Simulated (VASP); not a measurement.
# Which face does Nb expose?

How do surface energy, work function and relaxation of Nb depend on the face?

Program: VASP 6.6.1. Level of theory: PBEsol; plane waves and PAW (Nb_pv). Results are calculated unless marked as measured.

## 1. Set-up

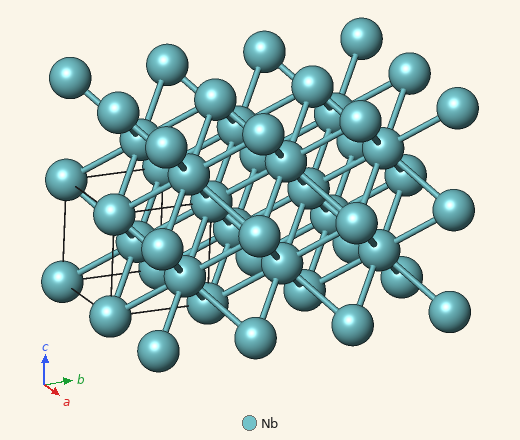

The cell as given, slightly off an axis (niobium teal). 2×3×2 cells are drawn. This picture shows the conventional cell, with its axes. Some periodic images of atoms are drawn too.

## 2. The bulk reference, job relaxation, k-mesh 16×16×16

The bulk crystal is relaxed first, so that the slabs are cut at this functional's lattice.

File INCAR:

```
SYSTEM = Nb
PREC = Accurate
ENCUT = 420
EDIFF = 1E-06
NELM = 120
ISMEAR = 1
SIGMA = 0.15
LREAL = .FALSE.
ALGO = Normal
GGA = PS
NBANDS = 11
LASPH = .TRUE.
LORBIT = 11
LWAVE = .FALSE.
LCHARG = .FALSE.
KPAR = 4
IBRION = 2
NSW = 30
ISIF = 3
EDIFFG = -0.01
POTIM = 0.4
```

File POSCAR:

```
Nb
1.0
   -1.6500000000      1.6500000000      1.6500000000
    1.6500000000     -1.6500000000      1.6500000000
    1.6500000000      1.6500000000     -1.6500000000
Nb
1
Direct
    0.0000000000      0.0000000000      0.0000000000
```

File KPOINTS:

```
Automatic mesh
0
Gamma
16 16 16
0 0 0
```

Potentials, in the order of the species: Nb_pv (PBE family, release 64).

The run is started by

```bash
> mpirun -np 4 vasp_std
```

The log of the run:

```text
[banner, memory and clock lines left out]
running    4 mpi-ranks, on    1 nodes
 distrk:  each k-point on    1 cores,    4 groups
 distr:  one band on    1 cores,    1 groups

 POSCAR found type information on POSCAR Nb
 POSCAR found :  1 types and       1 ions
|                                                                             |
|               ----> ADVICE to this user running VASP <----                  |
|                                                                             |
|     You enforced a specific xc type in the INCAR file but a different       |
|     [... a line on the potential file left out ...]
|     I HOPE YOU KNOW WHAT YOU ARE DOING!                                     |
|                                                                             |

 LDA part: xc-table for (Slater+PW92), standard interpolation
 POSCAR, INCAR and KPOINTS ok, starting setup
 FFT: planning ... GRIDC
 FFT: planning ... GRID_SOFT
 FFT: planning ... GRID
 WAVECAR not read
 entering main loop
       N       E                     dE             d eps       ncg     rms          rms(c)
DAV:   1     0.582279519005E+02    0.58228E+02   -0.54499E+03  3374   0.865E+02
DAV:   2    -0.972495624223E+01   -0.67953E+02   -0.64090E+02  3282   0.293E+02
DAV:   3    -0.113802480462E+02   -0.16553E+01   -0.15688E+01  4519   0.487E+01
DAV:   4    -0.113970088112E+02   -0.16761E-01   -0.16713E-01  4294   0.327E+00
DAV:   5    -0.113971114508E+02   -0.10264E-03   -0.10263E-03  3878   0.260E-01    0.180E+01
DAV:   6    -0.109338788055E+02    0.46323E+00   -0.46273E-01  5139   0.103E+01    0.766E+00
DAV:   7    -0.108238808227E+02    0.11000E+00   -0.22560E-01  5160   0.703E+00    0.440E-01
DAV:   8    -0.108207168645E+02    0.31640E-02   -0.30877E-03  3763   0.735E-01    0.130E-01
DAV:   9    -0.108207368826E+02   -0.20018E-04   -0.41814E-05  4531   0.834E-02    0.904E-03
DAV:  10    -0.108207306353E+02    0.62473E-05   -0.21523E-06  3715   0.149E-02    0.179E-03
DAV:  11    -0.108207305944E+02    0.40849E-07   -0.33761E-08  1952   0.228E-03
   1 F= -.10820731E+02 E0= -.10820761E+02  d E =-.108207E+02
 curvature:   0.00 expect dE= 0.000E+00 dE for cont linesearch  0.000E+00
 trial: gam= 0.00000 g(F)=  0.176E-64 g(S)=  0.105E-01 ort = 0.000E+00 (trialstep = 0.100E+01)
 search vector abs. value=  0.105E-01
 bond charge predicted
       N       E                     dE             d eps       ncg     rms          rms(c)
DAV:   1    -0.109071540362E+02   -0.86423E-01   -0.18984E+00  3560   0.175E+01    0.430E+00
DAV:   2    -0.108312108732E+02    0.75943E-01   -0.96477E-02  4923   0.514E+00    0.920E-01
DAV:   3    -0.108182858651E+02    0.12925E-01   -0.27130E-02  5112   0.272E+00    0.631E-01
DAV:   4    -0.108185428557E+02   -0.25699E-03   -0.96471E-04  4531   0.469E-01    0.134E-01
DAV:   5    -0.108185695236E+02   -0.26668E-04   -0.32911E-05  4745   0.750E-02    0.254E-02
DAV:   6    -0.108185682618E+02    0.12618E-05   -0.88284E-07  2277   0.176E-02    0.211E-03
DAV:   7    -0.108185680008E+02    0.26098E-06   -0.14068E-07  1778   0.335E-03
   2 F= -.10818568E+02 E0= -.10818671E+02  d E =0.216259E-02
 trial-energy change:    0.002163  1 .order    0.002300   -0.010473    0.015073
 step:   0.4178(harm=  0.4100)  dis= 0.00000  next Energy=   -10.822929 (dE=-0.220E-02)
 bond charge predicted
       N       E                     dE             d eps       ncg     rms          rms(c)
DAV:   1    -0.108532229339E+02   -0.34655E-01   -0.66298E-01  3413   0.105E+01    0.238E+00
DAV:   2    -0.108270510890E+02    0.26172E-01   -0.34531E-02  4896   0.301E+00    0.546E-01
DAV:   3    -0.108228427394E+02    0.42083E-02   -0.92561E-03  5127   0.158E+00    0.333E-01
DAV:   4    -0.108229336233E+02   -0.90884E-04   -0.34040E-04  4431   0.261E-01    0.390E-02
DAV:   5    -0.108229355829E+02   -0.19596E-05   -0.62965E-06  4641   0.285E-02    0.861E-03
DAV:   6    -0.108229355867E+02   -0.37614E-08   -0.25800E-07  1993   0.533E-03
   3 F= -.10822936E+02 E0= -.10822974E+02  d E =-.220499E-02
 curvature:  -0.20 expect dE=-0.188E-08 dE for cont linesearch -0.188E-08
 trial: gam= 0.00000 g(F)=  0.103E-62 g(S)=  0.918E-08 ort =-0.981E-05 (trialstep = 0.884E+00)
 search vector abs. value=  0.928E-08
 reached required accuracy - stopping structural energy minimisation
```

Wall time 13 s (4 MPI ranks of AMD EPYC 7R43, shared host); peak memory 0.48 GiB.

The logs omit lines about the potential files and the build; timing stands in the text.

From OUTCAR (step 2):

```text
ion  position               nearest neighbor table
   1  0.000  0.000  0.000-

  LATTYP: Found a body centered cubic cell.
 ALAT       =     3.3000000000

 Subroutine GETGRP returns: Found 48 space group operations
 (whereof 48 operations were pure point group operations)

The static configuration has the point symmetry O_h .

 Found    145 irreducible k-points:

   k-points           NKPTS =    145   k-points in BZ     NKDIM =    145   number of bands    NBANDS=     11

   dimension x,y,z NGX =    20 NGY =   20 NGZ =   20
   dimension x,y,z NGXF=    40 NGYF=   40 NGZF=   40

   ENCUT  =  420.0 eV  30.87 Ry    5.56 a.u.   4.78  4.78  4.78*2*pi/ulx,y,z

   NELECT =      11.0000    total number of electrons

 k-points in reciprocal lattice and weights: Automatic mesh
   0.00000000  0.00000000  0.00000000       0.000
   0.06250000  0.00000000  0.00000000       0.003
   0.12500000  0.00000000  0.00000000       0.003
   0.18750000  0.00000000  0.00000000       0.003
   0.25000000  0.00000000  0.00000000       0.003
   0.31250000  0.00000000  0.00000000       0.003
   0.37500000  0.00000000  0.00000000       0.003
   0.43750000  0.00000000  0.00000000       0.003
   0.50000000  0.00000000  0.00000000       0.001
[...]
0.50000000  0.50000000  0.43750000       0.003
   0.50000000  0.50000000  0.50000000       0.000

 average (electrostatic) potential at core
       1 -34.6722

 E-fermi :   4.9873

 k-point     1 :       0.0000    0.0000    0.0000
  band No.  band energies     occupation
      1     -24.5733      2.00000
      2     -24.5733      2.00000
      3     -24.5733      2.00000
      4      -1.0246      2.00000
      5       5.3241     -0.00668
      6       5.3241     -0.00668
      7       5.3241     -0.00668
      8       8.2892      0.00000
      9       8.2892      0.00000
    ...

 k-point     2 :       0.0625    0.0000    0.0000
  band No.  band energies     occupation
      1     -24.6333      2.00000
      2     -24.5912      2.00000
      3     -24.5738      2.00000
      4      -0.8585      2.00000
      5       5.2235     -0.04847
      6       5.3031     -0.01120
      7       5.4864     -0.00003
      8       8.1384      0.00000
      9       8.2928      0.00000
    ...

 k-point     3 :       0.1250    0.0000    0.0000
  band No.  band energies     occupation
      1     -24.8016      2.00000
      2     -24.6419      2.00000
      3     -24.5753      2.00000
      4      -0.3900      2.00000
      5       4.9499      1.40741
      6       5.2051     -0.05944
      7       5.9649     -0.00000
      8       7.8420     -0.00000
      9       8.3119      0.00000
     10      20.9927      0.00000
    ...

  Total        0.0002816      0.0002816      0.0002816     -0.0000000     -0.0000000      0.0000000
  in kB        0.0254760      0.0254760      0.0254760     -0.0000000     -0.0000000      0.0000000
  external PRESSURE =       0.0254760 kB  Pullay stress =       0.0000000 kB

  energy-cutoff  :      420.00
  volume of cell :       17.71
      direct lattice vectors                 reciprocal lattice vectors
    -1.641997773  1.641997773  1.641997773     0.000000000  0.304507112  0.304507112
     1.641997773 -1.641997773  1.641997773     0.304507112  0.000000000  0.304507112
     1.641997773  1.641997773 -1.641997773     0.304507112  0.304507112  0.000000000

 POSITION                                       TOTAL-FORCE (eV/Angst)
 -----------------------------------------------------------------------------------
      0.00000      0.00000      0.00000         0.000000      0.000000      0.000000
 -----------------------------------------------------------------------------------
    total drift:                               -0.000000     -0.000000      0.000000

  FREE ENERGIE OF THE ION-ELECTRON SYSTEM (eV)
  ---------------------------------------------------
  free  energy   TOTEN  =       -10.8229355867 eV

  energy  without entropy=      -10.8230508679  energy(sigma->0) =      -10.82297401

 reached required accuracy - stopping structural energy minimisation

 total charge
# of ion       s       p       d       tot
------------------------------------------
    1        0.432   6.305   3.129   9.867

[... 3 further parts left out ...]
```

CONTCAR:

```
Nb
   1.00000000000000
    -1.6419977734778630    1.6419977734778630    1.6419977734778630
     1.6419977734778630   -1.6419977734778630    1.6419977734778630
     1.6419977734778630    1.6419977734778630   -1.6419977734778630
  Nb
     1
Direct
     0.0000000000000000    0.0000000000000000    0.0000000000000000
```

This run has no spin polarisation. Its electron count is odd, so without a moment it is a metal by construction. The PAW data sets were made with PBE, which is usual practice but a small mismatch for other functionals. The run keeps the 48 symmetry operations of its start, so it cannot find a distortion of lower symmetry.

Relaxation path:

| step | energy less that of the first step (eV) | largest force (eV/Å) | pressure (GPa) | volume (Å³) |
| --- | --- | --- | --- | --- |
| 1 | 0.0000 | 0.0000 | -2.68 | 17.97 |
| 2 | 0.0022 | 0.0000 | 4.00 | 17.35 |
| 3 | -0.0022 | 0.0000 | 0.00 | 17.71 |

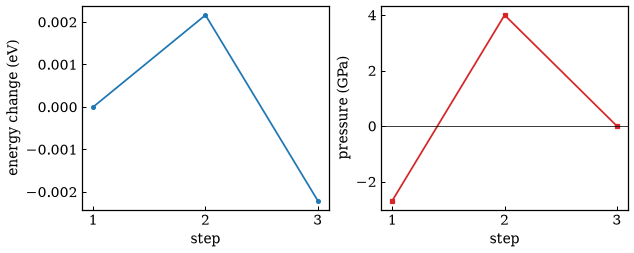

Energy and pressure along the relaxation.

| conventional cell, symmetrised | before | after | change |
| --- | --- | --- | --- |
| a (Å) | 3.300 | 3.284 | -0.5 % |
| b (Å) | 3.300 | 3.284 | -0.5 % |
| c (Å) | 3.300 | 3.284 | -0.5 % |
| volume (Å³/atom) | 17.97 | 17.71 | -1.4 % |

Final coordinates:

```xyz
1
Lattice="-1.6420 1.6420 1.6420 1.6420 -1.6420 1.6420 1.6420 1.6420 -1.6420" Properties=species:S:1:pos:R:3 pbc="T T T"
Nb    0.0000    0.0000    0.0000
```

Numbers from this step:

```
electronic cycles   : 24
electrons           : 11
free energy (TOTEN) : -10.82 eV
Fermi energy        : 4.987 eV
metallic            : yes
```

The run ended after 3 ionic steps, 0.002 eV below its first step, once forces and stress met EDIFFG = -0.01.

Energy at zero smearing: -10.82297 eV.

## 3. The bulk reference, job self-consistent run, k-mesh 20×20×20

File INCAR:

```
SYSTEM = Nb
PREC = Normal
ENCUT = 320
EDIFF = 1E-06
NELM = 120
ISMEAR = 1
SIGMA = 0.15
LREAL = .FALSE.
ALGO = Fast
GGA = PS
NBANDS = 11
LASPH = .TRUE.
LORBIT = 11
LWAVE = .FALSE.
LCHARG = .FALSE.
KPAR = 4
```

File POSCAR:

```
Nb
1.0
   -1.6419977735      1.6419977735      1.6419977735
    1.6419977735     -1.6419977735      1.6419977735
    1.6419977735      1.6419977735     -1.6419977735
Nb
1
Direct
    0.0000000000      0.0000000000      0.0000000000
```

File KPOINTS:

```
Automatic mesh
0
Gamma
20 20 20
0 0 0
```

The run is started by

```bash
> mpirun -np 4 vasp_std
```

The log of the run:

```text
[banner, memory and clock lines left out]
running    4 mpi-ranks, on    1 nodes
 distrk:  each k-point on    1 cores,    4 groups
 distr:  one band on    1 cores,    1 groups

 POSCAR found type information on POSCAR Nb
 POSCAR found :  1 types and       1 ions
 [... a notice as in an earlier step ...]

 LDA part: xc-table for (Slater+PW92), standard interpolation
 POSCAR, INCAR and KPOINTS ok, starting setup
 FFT: planning ... GRIDC
 FFT: planning ... GRID_SOFT
 FFT: planning ... GRID
 WAVECAR not read
 entering main loop
       N       E                     dE             d eps       ncg     rms          rms(c)
DAV:   1     0.388551057188E+02    0.38855E+02   -0.48582E+03  6639   0.719E+02
DAV:   2    -0.104340589618E+02   -0.49289E+02   -0.46849E+02  5821   0.237E+02
DAV:   3    -0.113807641955E+02   -0.94671E+00   -0.91751E+00  8030   0.353E+01
DAV:   4    -0.113881604130E+02   -0.73962E-02   -0.73800E-02  7336   0.218E+00
DAV:   5    -0.113882135542E+02   -0.53141E-04   -0.53140E-04  6967   0.191E-01    0.187E+01
RMM:   6    -0.109212156939E+02    0.46700E+00   -0.29114E-01  6942   0.728E+00    0.734E+00
RMM:   7    -0.108222638380E+02    0.98952E-01   -0.58226E-01  8274   0.652E+00    0.523E-01
RMM:   8    -0.108209600138E+02    0.13038E-02   -0.20546E-02  8586   0.179E+00    0.825E-01
RMM:   9    -0.108195663235E+02    0.13937E-02   -0.38539E-03  7525   0.570E-01    0.407E-01
RMM:  10    -0.108193379565E+02    0.22837E-03   -0.70784E-04  7599   0.330E-01    0.839E-02
RMM:  11    -0.108193496640E+02   -0.11707E-04   -0.15684E-04  7783   0.121E-01    0.423E-02
RMM:  12    -0.108193505084E+02   -0.84445E-06   -0.13104E-05  6842   0.400E-02    0.877E-03
RMM:  13    -0.108193498891E+02    0.61935E-06   -0.20994E-06  5022   0.218E-02
   1 F= -.10819350E+02 E0= -.10819691E+02  d E =0.102218E-02
```

The job ended after 4.6 s (4 MPI ranks; peak memory 0.35 GiB; 16 s of CPU time).

OUTCAR, selected parts (step 3):

```text
  LATTYP: Found a body centered cubic cell.
 ALAT       =     3.2839955470

The static configuration has the point symmetry O_h .

 Found    256 irreducible k-points:

   k-points           NKPTS =    256   k-points in BZ     NKDIM =    256   number of bands    NBANDS=     11

   dimension x,y,z NGX =    12 NGY =   12 NGZ =   12
   dimension x,y,z NGXF=    24 NGYF=   24 NGZF=   24

   ENCUT  =  320.0 eV  23.52 Ry    4.85 a.u.   4.15  4.15  4.15*2*pi/ulx,y,z

   NELECT =      11.0000    total number of electrons

 E-fermi :   4.9886

 k-point     1 :       0.0000    0.0000    0.0000
  band No.  band energies     occupation
      1     -24.5782      2.00000
      2     -24.5782      2.00000
      3     -24.5782      2.00000
      4      -1.0248      2.00000
      5       5.3224     -0.00723
      6       5.3224     -0.00723
      7       5.3224     -0.00722
      8       8.2876      0.00000
      9       8.2876      0.00000
    ...

 k-point     2 :       0.0500    0.0000    0.0000
  band No.  band energies     occupation
      1     -24.6168      2.00000
      2     -24.5897      2.00000
      3     -24.5785      2.00000
      4      -0.9180      2.00000
      5       5.2574     -0.02947
      6       5.3098     -0.00987
      7       5.4264     -0.00029
      8       8.1876      0.00000
      9       8.2897      0.00000
    ...

  Total       -0.0360110     -0.0360110     -0.0360110      0.0000000      0.0000000     -0.0000000
  in kB       -3.2581317     -3.2581317     -3.2581317      0.0000000      0.0000000     -0.0000000
  external PRESSURE =      -3.2581317 kB  Pullay stress =       0.0000000 kB

  energy-cutoff  :      320.00
  volume of cell :       17.71
      direct lattice vectors                 reciprocal lattice vectors
    -1.641997773  1.641997773  1.641997773     0.000000000  0.304507112  0.304507112
     1.641997773 -1.641997773  1.641997773     0.304507112  0.000000000  0.304507112
     1.641997773  1.641997773 -1.641997773     0.304507112  0.304507112  0.000000000

 POSITION                                       TOTAL-FORCE (eV/Angst)
 -----------------------------------------------------------------------------------
      0.00000      0.00000      0.00000        -0.000000     -0.000000     -0.000000
 -----------------------------------------------------------------------------------
    total drift:                               -0.000000      0.000000      0.000000

  FREE ENERGIE OF THE ION-ELECTRON SYSTEM (eV)
  ---------------------------------------------------
  free  energy   TOTEN  =       -10.8193498891 eV

  energy  without entropy=      -10.8203720732  energy(sigma->0) =      -10.81969062

 total charge
# of ion       s       p       d       tot
------------------------------------------
    1        0.432   6.307   3.134   9.872

[... 2 parts as in an earlier step ...]

[... 6 further parts left out ...]
```

Numbers from this step:

```
electronic cycles       : 13
energy at zero smearing : -10.82 eV
Fermi energy            : 4.989 eV
```

Energy at zero smearing: -10.81969 eV.

The run ends at a pressure of -0.33 GPa.

[end of part 1 of 6]

[Lines on the potential files, build, host, timing and source positions are cut from VASP's logs without a mark.]

[Logs are printed without paths, hosts, clocks, repeated set-up lines and the standing remarks that a program may print on its own settings, such as how far it seeks lower states.]

[Hosts, paths, dates, database ids (printed as entryN), source tags and the programs' standing remarks are cut or masked in the printed files.]

[Runs that stopped without an error message from VASP are left out.]

[In band tables of VASP the shares of atoms and orbitals are scaled to a sum of 1 inside the atoms' spheres.]
